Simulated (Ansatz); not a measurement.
**Si: density, localisation and related maps**

Input file:

```
crystal:
  lattice:
    - [0.0, 5.2011961674, 5.5909612299]
    - [2.463460433, 0.0, 5.5909612299]
    - [2.463460433, 5.2011961674, 0.0]
  atoms:
    - { symbol: Si, position: [0.8878373918, 0.1121626082, 0.8878373918] }
    - { symbol: Si, position: [0.1121626082, 0.8878373918, 0.1121626082] }
    - { symbol: Si, position: [0.86110595, 0.86110595, 0.63889405] }
    - { symbol: Si, position: [0.63889405, 0.63889405, 0.86110595] }
    - { symbol: Si, position: [0.13889405, 0.13889405, 0.36110595] }
    - { symbol: Si, position: [0.36110595, 0.36110595, 0.13889405] }
basis:
  ecutwfc: 420
kpoints:
  mp_grid: { grid: [10, 10, 10] }
hamiltonian:
  xc: pbe
scf:
  occupations: { method: gaussian, width: 0.1 }
output:
  forces: true
  stress: true
  eigenvalues: true
  write_density: true
  write_potential: true
  elf: true
  volumetric_format: npy
relax:
  adjacent_minimum: "off"
  f_tol: 0.01
  max_steps: 80
  cell: { stress_tol: 0.05 }
```

Run with:

```sh
ansatz run input.yaml --threads 1 --pin off --max-ram 2560MiB --backend cpu --events-out ev --progress --plain --runs-dir out
```

Below, planes, directions and counts refer to the conventional cell (a = 5.06 Å, b = 10.28 Å, c = 11.00 Å, α = 90.00°, β = 90.00°, γ = 90.00°).

The fields are those of the relaxed geometry.

Space group Fmmm; a structure generated by program, which may or may not match a known phase.

All numbers below come from DFT PBE, scalar-relativistic, plane waves, PAW (Ansatz).

The density is the valence pseudo-density of a PAW calculation; it isn't the true density close to the nuclei.

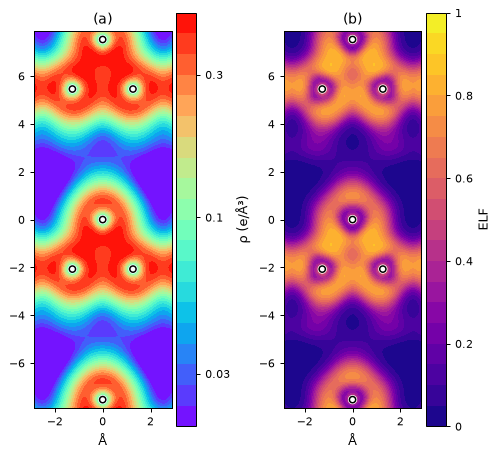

Figure 1. (a) valence pseudo-density; (b) electron localisation function on the (011) plane of the conventional cell. Circles mark the nuclei in the plane (Si).

**Describe what can be read from this map.**

The plane passes through Si nuclei.
Si–Si (2.43 Å): the density is about 0.46 e/Å³ at the midpoint; the ELF peaks at about 0.85 between the atoms.
Si–Si (2.53 Å): the density is about 0.39 e/Å³ at the midpoint; the ELF peaks at about 0.75 between the atoms.
Between the atoms the lowest density in this plane is 0.006 e/Å³.

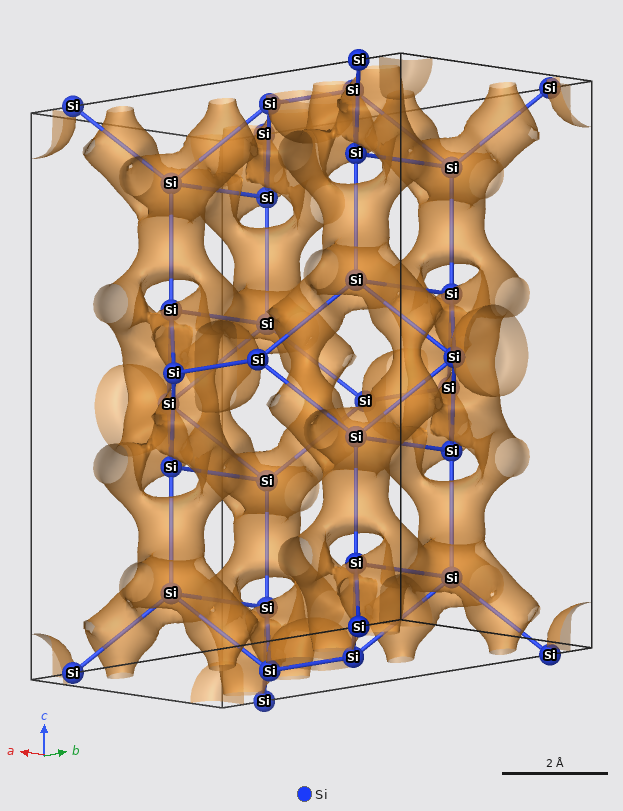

Figure 2. Isosurface of the electron localisation function at 0.7 (orange), seen at an oblique angle. Only the valence region is drawn (cores and ρ < 0.01 e/Å³ removed). Sticks mark near contacts.

**What do the ELF domains correspond to?**

At this value the surface marks out four regions between bonded Si–Si atoms and sheets that run through the cell in two directions, counted in one cell of 24 atoms. Regions shared between cells count once. Profiles from the grid: Si–Si (2.33 Å): the ELF peaks at about 0.95 between the atoms.

**Does the calculation make it a metal, or give it a gap?**

It is gapless in this calculation (a metal or semimetal).
